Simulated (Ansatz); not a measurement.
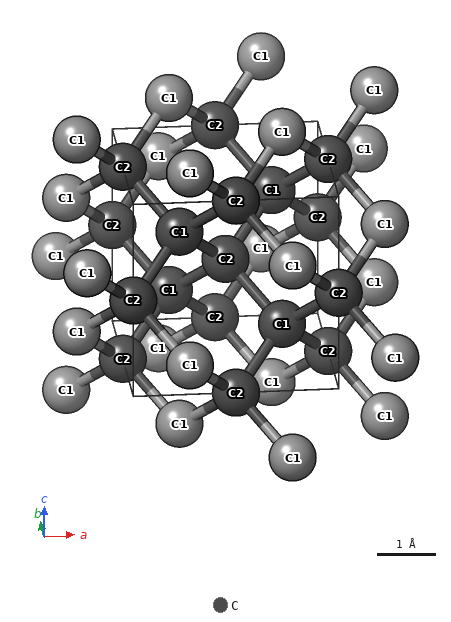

Fig. 1: The input geometry of run A (ball-and-stick view of the cell 4 times as large as that of the calculation, set on its symmetry axes, seen at an oblique angle; neighbours outside the cell are drawn fainter; atoms are numbered from 1 in the order of the input).

## C: a changed input and its effect

System: C (2 atoms in the cell).
Method of run A: DFT PBE, scalar-relativistic, plane waves, PAW, no spin polarisation (Ansatz 0.2.0).

The structure was built on a prototype by a generator; it need not be a known phase. Text and figures count atoms from 1; the logs count them from 0 in places.

## Input, run A
```yaml
crystal:
  lattice:
    - [0.0, 1.7856546291, 1.7856546291]
    - [1.7856546291, 0.0, 1.7856546291]
    - [1.7856546291, 1.7856546291, 0.0]
  atoms:
    - { symbol: C, position: [0.75, 0.75, 0.75] }
    - { symbol: C, position: [0.5, 0.5, 0.5] }
basis:
  ecutwfc: 420
  ecutrho_ratio: 4
kpoints:
  mp_grid: { grid: [10, 10, 10] }
hamiltonian:
  xc: pbe
scf:
  occupations: { method: gaussian, width: 0.05 }
output:
  forces: true
  stress: true
  eigenvalues: true
```

Hardware: 4 threads of an Arm (aarch64) CPU, shared host.

## Output, shortened to warnings, some set-up lines, iterations and results (run A)
```
Basis set: ecut = 420 eV, 229 PW (Γ), exchange–correlation on 36×36×36 points (8 copies of the dense FFT grid, shifted against one another)
Symmetry: 48 space group operations
k-points: 47 of 1000
Initial density: superposition of atomic densities (neutral atoms: chi_scale 0, normalization atom), corrected by the library's trained network
[...]
SCF iter   1: F=—  HF=-501.615477 eV  |F-HF|=—  |Δ(HF+E_count)|=         —  Δρ=1.79e-3  dr2=1.07e-4  ethr=1.77e-3  ⟨swp⟩=4.7  Hψ=2435  notcnv=0
SCF iter   2: F=—  HF=-501.615578 eV  |F-HF|=—  |Δ(HF+E_count)|=   1.02e-4  Δρ=9.17e-4  dr2=2.84e-5  ethr=1.34e-6  ⟨swp⟩=2.2  Hψ=914  notcnv=0
SCF iter   3: F=—  HF=-501.615628 eV  |F-HF|=—  |Δ(HF+E_count)|=   4.95e-5  Δρ=1.33e-4  dr2=1.28e-6  ethr=3.55e-7  ⟨swp⟩=2.1  Hψ=554  notcnv=0
SCF iter   4: F=—  HF=-501.615627 eV  |F-HF|=—  |Δ(HF+E_count)|=   4.44e-7  Δρ=5.76e-5  dr2=1.98e-7  ethr=1.60e-8  ⟨swp⟩=1.7  Hψ=475  notcnv=0
SCF iter   5: F=-501.615627 eV  HF=-501.615627 eV  |F-HF|=2.68e-10  |Δ(HF+E_count)|=   2.62e-9  Δρ=1.93e-6  dr2=1.39e-10  ethr=2.47e-9  ⟨swp⟩=2.5  Hψ=574  notcnv=0
SCF iter   6: F=-501.615627 eV  HF=-501.615627 eV  |F-HF|=6.59e-12  |Δ(HF+E_count)|=  3.56e-10  Δρ=2.05e-7  dr2=1.94e-12  ethr=1.74e-12  ⟨swp⟩=1.0  Hψ=1107  notcnv=0
SCF 1 converged in 6 iterations: F = -501.615627 eV  dr2 = 1.94e-12
SCF converged after 6 iterations
Free energy (F): -501.615627 eV
Harris-Foulkes:  -501.615627 eV  (|F-HF|=6.59e-12)
Internal energy: -501.615627 eV  (E = F + TS)
E sigma→0 (E₀):  -501.615627 eV
Fermi energy:    15.332074 eV
--- Per-component energies (eV) ---
  E_band       = 34.342154
  E_kinetic    = 184.272425
  E_local      = -122.680743  (includes V_loc(G=0)·N_el)
  E_nonlocal   = 53.269443
  E_hartree    = 26.822477
  E_xc         = -97.362734
  E_vxc        = -120.866878  (∫ρ·V_xc dr)
  E_paw        = -198.420343  (= ΣΔE_a)
  E_vpaw       = -13.297071  (= ΣTr[D̂ρ^β])
  E_aug_tail   = 0.000018  (compensation charges beyond the density's cutoff)
  E_ewald      = -347.516170
  E_smearing   = -0.000000  (= −TS)
  E_closure    = 0.000000  (closes the sum)
  Σ components = -501.615627   (vs F -501.615627, Δ=0.00e0)
--- Forces (eV/Å), atoms counted from 1 ---
  atom   1  C      0.00000000     0.00000000    -0.00000000
  atom   2  C      0.00000000    -0.00000000     0.00000000
  max |Σ_I F_I| component: 7.40e-17 eV/Å
--- Stress (GPa, compression-positive) ---
        0.086925       0.000000      -0.000000
       -0.000000       0.086925      -0.000000
       -0.000000       0.000000       0.086925
  P = ⅓ Tr σ = 0.0869 GPa (0.869 kbar)
```

For run B the input was changed thus:
```diff
-  mp_grid: { grid: [10, 10, 10] }
+  mp_grid: { grid: [8, 8, 8] }
-  xc: pbe
+  xc: hse06
```

How does run B compare with run A?

The total energies belong to different methods, so their difference says nothing on which is more stable or more accurate. The gap on the mesh goes from 4.17 to 5.28 eV. The pressure goes from 0.09 to −9.85 GPa. The functional changes from PBE to HSE06. The SCF takes 8 iterations against 6. The irreducible k-points go from 47 to 29.

## Output, shortened to warnings, some set-up lines, iterations and results (run B)
```
Warning: output.stress: scf.convergence.dr2_threshold = 1e-7 eV (the SCF's general default) is looser than the 2e-10 eV advised for a printed stress (1e-10 eV for each atom of the cell: 2). What an SCF threshold leaves in a stress goes as its square root, and in the free energy as the threshold itself, and one threshold admits the most on a small cell: of the crystals measured, under no hybrid …
Warning: output.stress: scf.exx.energy_threshold = 1e-6 eV is looser than the 2e-8 eV advised for a stress under a hybrid functional (1e-8 eV for each atom of the cell: 2). Every SCF of the exchange loop can meet its threshold on dr2 while the loop round them stops early: no threshold on dr2 bounds what that leaves in the stress. Set scf.exx.energy_threshold to 2e-8 eV or tighter. The threshold …
Basis set: ecut = 420 eV, 229 PW (Γ), exchange–correlation on 36×36×36 points (8 copies of the dense FFT grid, shifted against one another)
Symmetry: 48 space group operations
k-points: 29 of 512
Initial density: superposition of atomic densities (neutral atoms: chi_scale 0, normalization atom), corrected by the library's trained network
[...]
SCF iter   1: F=—  HF=-501.614888 eV  |F-HF|=—  |Δ(HF+E_count)|=         —  Δρ=1.72e-3  dr2=9.78e-5  ethr=1.77e-3  ⟨swp⟩=2.0  Hψ=1457  notcnv=0
SCF iter   2: F=-501.615068 eV  HF=-501.615020 eV  |F-HF|=4.85e-5  |Δ(HF+E_count)|=   1.32e-4  Δρ=8.36e-4  dr2=1.88e-5  ethr=1.22e-6  ⟨swp⟩=2.0  Hψ=349  notcnv=0
SCF 1 stopped early in 2 iterations: F = -501.615068 eV  dr2 = 1.88e-5
SCF iter   1: F=—  HF=-501.759975 eV  |F-HF|=—  |Δ(HF+E_count)|=         —  Δρ=9.96e-3  dr2=4.64e-3  ethr=2.35e-6  ⟨swp⟩=5.5  Hψ=1075  notcnv=0
SCF iter   2: F=—  HF=-501.758170 eV  |F-HF|=—  |Δ(HF+E_count)|=   1.80e-3  Δρ=4.23e-3  dr2=7.46e-4  ethr=2.35e-6  ⟨swp⟩=3.0  Hψ=546  notcnv=0
SCF iter   3: F=—  HF=-501.759677 eV  |F-HF|=—  |Δ(HF+E_count)|=   1.51e-3  Δρ=8.90e-4  dr2=2.69e-5  ethr=2.35e-6  ⟨swp⟩=3.0  Hψ=477  notcnv=0
SCF iter   4: F=-501.759667 eV  HF=-501.759667 eV  |F-HF|=2.42e-7  |Δ(HF+E_count)|=   1.01e-5  Δρ=1.42e-4  dr2=1.91e-6  ethr=8.60e-9  ⟨swp⟩=2.8  Hψ=849  notcnv=0  defer=3
SCF 2 stopped early in 4 iterations: F = -501.759667 eV  dr2 = 1.91e-6
SCF iter   1: F=—  HF=-501.759721 eV  |F-HF|=—  |Δ(HF+E_count)|=         —  Δρ=8.80e-5  dr2=3.16e-7  ethr=7.89e-7  ⟨swp⟩=3.3  Hψ=534  notcnv=0
SCF iter   2: F=-501.759721 eV  HF=-501.759721 eV  |F-HF|=4.72e-9  |Δ(HF+E_count)|=   1.48e-8  Δρ=1.72e-5  dr2=9.66e-9  ethr=3.02e-9  ⟨swp⟩=3.0  Hψ=458  notcnv=0
SCF 3 converged in 2 iterations: F = -501.759721 eV  dr2 = 9.66e-9
  Residual-converged pass: ⟨swp⟩=2.9  Hψ=413  notcnv=0  max |occ|·‖R‖ = 2.4e-6 eV (tolerance 2.4e-6 eV)  dr2=9.69e-9  dr2_onsite=8.91e-10  max |Δocc| = 0.0e0
hybrid outer 2: dexx = +1.195e-7 eV, tail = 2.48e-8 eV, Δε = 2.22e-3 eV (about 1.22e-4 eV left of the loop's levels)
hybrid SCF converged: 2 outer / 6 inner (+2 warm-up), last move |dexx| = 1.19e-7 eV, tail = 2.48e-8 eV
Stability not checked: this state was not tested for a lower state beside it, because the functional holds exact exchange (a hybrid, or Hartree-Fock), whose exchange loop this test does not read (fock_operator; see scf.lower_state_search)
Free energy (F): -501.759721 eV
Frozen-core exchange: fock
Harris-Foulkes:  -501.759721 eV  (|F-HF|=4.72e-9)
Internal energy: -501.759721 eV  (E = F + TS)
E sigma→0 (E₀):  -501.759721 eV
Fermi energy:    15.267118 eV
--- Per-component energies (eV) ---
  E_band       = 22.477621
  E_kinetic    = 183.739474
  E_local      = -120.913618  (includes V_loc(G=0)·N_el)
  E_nonlocal   = 52.178651
  E_hartree    = 26.508456
  E_xc         = -78.862971
  E_vxc        = -96.896126  (∫ρ·V_xc dr)
  E_exx        = -18.275967  (= α·E_x^exact, valence–valence)
  E_paw        = -198.583158  (= ΣΔE_a)
  E_vpaw       = -12.095838  (= ΣTr[D̂ρ^β])
  E_aug_tail   = 0.000018  (compensation charges beyond the density's cutoff)
  E_ewald      = -347.516170
  E_core_change = -0.034436  (= ΣΔE_core)
  E_smearing   = -0.000000  (= −TS)
  E_closure    = 0.000000  (closes the sum)
  Σ components = -501.759721   (vs F -501.759721, Δ=0.00e0)
--- Forces (eV/Å), atoms counted from 1 ---
  atom   1  C      0.00000000    -0.00000000    -0.00000000
  atom   2  C      0.00000000    -0.00000000    -0.00000000
  max |Σ_I F_I| component: 8.79e-17 eV/Å
--- Stress (GPa, compression-positive) ---
       -9.849893      -0.000000       0.000000
       -0.000000      -9.849893      -0.000000
        0.000000       0.000000      -9.849893
  P = ⅓ Tr σ = -9.8499 GPa (-98.499 kbar)
```

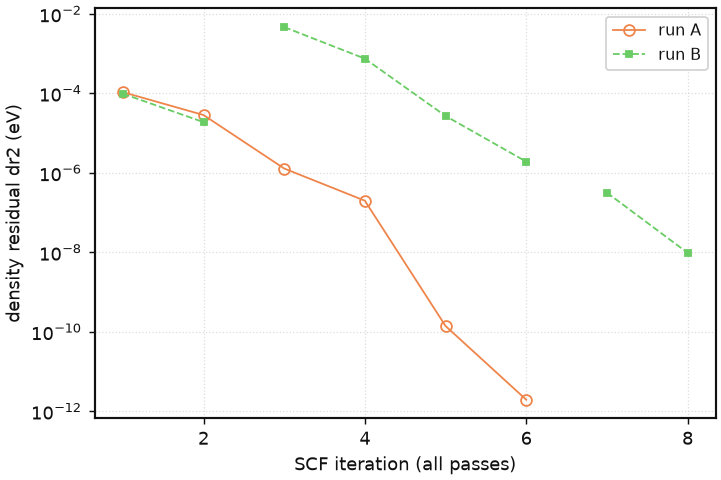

Fig. 2: Convergence of the two runs: density residual dr2 against the SCF iteration. A break in a curve parts two SCF passes. Run A takes 6 iterations in all, and run B takes 8.

## The two runs side by side

```csv
quantity,run A,run B
outcome,converged,converged
free energy per atom (eV),−250.8078,−250.8799
gap on the mesh (eV),4.17,5.28
pressure (GPa),0.09,−9.85
largest force (eV/Å),0.000,0.000
SCF iterations,6,8
irreducible k-points,47,29
plane waves at Γ,229,229
```

For run B: Warnings: the exchange loop's threshold is looser than advised for the stress; the SCF threshold is looser than advised for the printed stress. The cell is under a tension of 9.8 GPa at this level, so it is not at its equilibrium volume.
